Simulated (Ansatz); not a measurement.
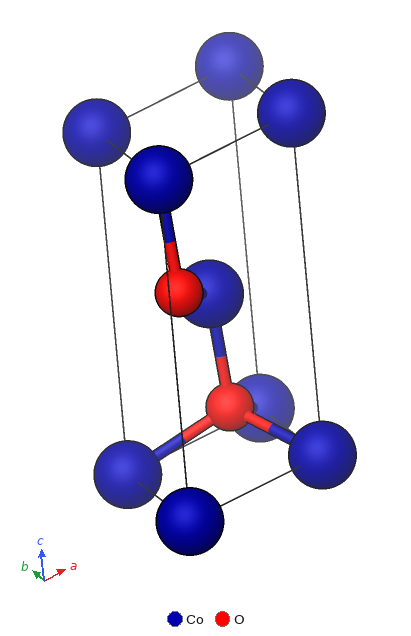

Shown here is a ball-and-stick view of the crystal, taken slightly off an axis. The unit cell is outlined; an atom on or near a face, edge or corner is repeated at each equivalent position.

CoO, a = 3.20 Å, b = 3.20 Å, c = 5.46 Å, α = 72.92°, β = 72.92°, γ = 60.00°.

Calculation details: Ansatz, DFT PBEsol, scalar-relativistic, plane waves, PAW; an energy cutoff of 420 eV, k-points about 0.13 Å⁻¹ apart, Gaussian smearing of 0.1 eV, collinear spins. The state is antiferromagnetic, in a cell of 4 atoms.

Question: Does it come out as a metal, or with a gap?

Answer: A metal: bands cross the Fermi level.

Question: Which way would the volume go on relaxing?

Answer: The computed pressure is -9.8 GPa (stretched: it would shrink). The stress isn't hydrostatic: its largest component is 11.0 GPa.

The initial geometry was a structure listed in the Materials Project. Earlier steps of the study, as a rule a relaxation of our own, may have changed the cell and positions, so they can lie some per cent off the listed ones. It went into a calculation with Ansatz.

At this level of theory the run's own cell isn't at rest (stretched, at -10 GPa), so its distances can differ from those at equilibrium, the more so the softer the solid, and its magnetic state may change on relaxation.
